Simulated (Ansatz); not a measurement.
This input was run:

```
crystal:
  lattice:
    - [3.2709028621, 0.0, 0.0]
    - [-1.635451431, 2.8326849719, 0.0]
    - [0.0, 0.0, 29.1847499586]
  atoms:
    - { symbol: W, position: [0.6666666667, 0.3333333333, 0.0] }
    - { symbol: W, position: [0.3333333333, 0.6666666667, 0.7734641533] }
    - { symbol: W, position: [0.3333333333, 0.6666666667, 0.2265358467] }
    - { symbol: Se, position: [0.3333333333, 0.6666666667, 0.0573689714] }
    - { symbol: Se, position: [0.6666666667, 0.3333333333, 0.830840301] }
    - { symbol: Se, position: [0.6666666667, 0.3333333333, 0.283834164] }
    - { symbol: Se, position: [0.3333333333, 0.6666666667, 0.9426310286] }
    - { symbol: Se, position: [0.6666666667, 0.3333333333, 0.716165836] }
    - { symbol: Se, position: [0.6666666667, 0.3333333333, 0.169159699] }
basis:
  ecutwfc: 420
kpoints:
  mp_grid: { grid: [12, 12, 1] }
  band_path:
    path:
      - [[0.0, 0.0, 0.0], [0.5, 0.0, 0.0], [0.33333333, 0.33333333, 0.0], [0.0, 0.0, 0.0], [0.0, 0.0, 0.5], [0.5, 0.0, 0.5], [0.33333333, 0.33333333, 0.5], [0.0, 0.0, 0.5]]
      - [[0.5, 0.0, 0.5], [0.5, 0.0, 0.0]]
      - [[0.33333333, 0.33333333, 0.5], [0.33333333, 0.33333333, 0.0]]
    npoints: 14
hamiltonian:
  xc: pbesol
scf:
  occupations: { method: gaussian, width: 0.02 }
  n_extra_bands: 22
output:
  forces: true
  stress: true
  eigenvalues: true
  populations: true
  dos: { projected: true, de: 0.02, nscf_kmesh: { grid: [18, 18, 2] } }
  bader: true
  write_density: true
  write_potential: true
  elf: true
  volumetric_format: npy
```

Launched with:
```bash
ansatz run input.yaml --threads 2 --pin off --max-ram 5120MiB --backend cpu --events-out ev --progress --plain --runs-dir out
```

What will the band structure and density of states look like? The path is Γ–M–K–Γ–A–L–H–A|L–M|H–K.

The bands leave a gap. The gap along this path is 1.24 eV and indirect, from the valence-band top at Γ to the conduction-band bottom between K and Γ; the smallest direct gap is 1.63 eV, at K. The top valence level at Γ is a single band, not degenerate (spin aside). The top valence band spans 1.3 eV and the lowest conduction band 1.7 eV. The direct gaps are 1.63 eV at H, 3.30 eV at M and 1.63 eV at K.

Spin-orbit coupling is left out, which matters for W.

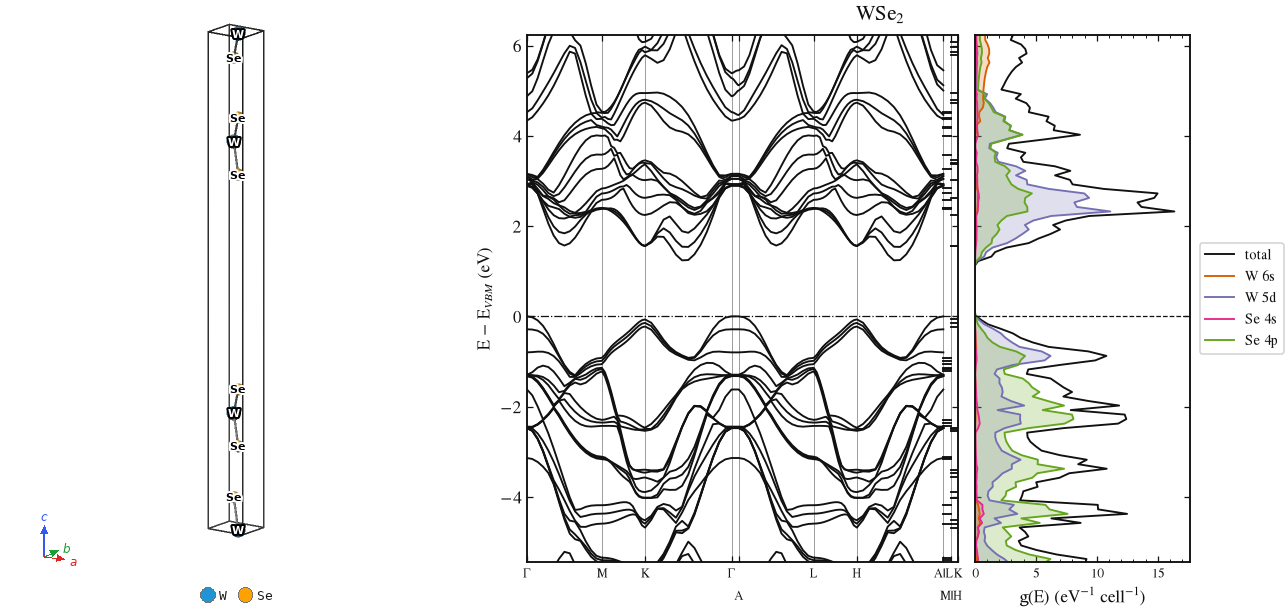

Band structure and density of states, beside the structure. Energies are counted from the top of the valence band. The partial curves are projected on Löwdin-orthogonalised atomic shells.
